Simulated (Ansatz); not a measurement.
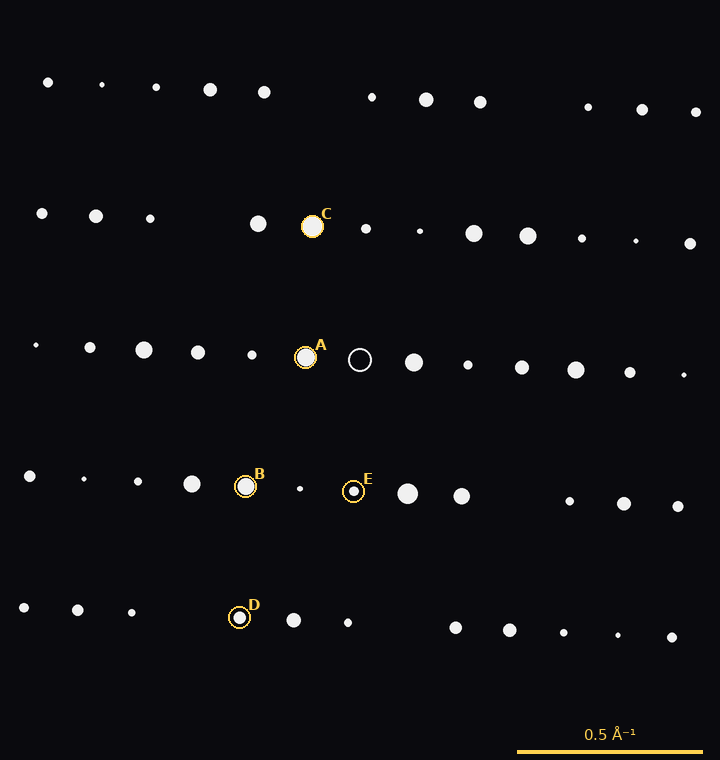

Computed electron diffraction pattern, 200 kV, single scattering only, B = 0.8 Å². The zone axis points towards the electron source and the pattern is seen from the source side.

Crystal: WSe₂, space group P-3m1 (No. 164), a = 3.246 Å, c = 6.838 Å (hexagonal axes). Structure: the end point of a relaxation at fixed volume with Ansatz, DFT PBEsol, scalar-relativistic, plane waves, PAW; the starting structure was generated, so it need not be a known form of this composition.

Spot A is indexed 0 0 -1 and spot B 0 1 -2.

### What are the indices of the remaining marked spots?

C = 3A − B = 0 -1 -1 (d = 2.600 Å). D = −2A + 2B = 0 2 -2 (d = 1.300 Å). E = −2A + B = 0 1 0 (d = 2.811 Å).

### Give [uvw].

The cross product of A and B is parallel to [100]; every spot obeys hu + kv + lw = 0.

### What are the spacings of A and B and the angle between them?

d(A) = 6.838 Å, d(B) = 2.171 Å, and the angle is 50.6°.
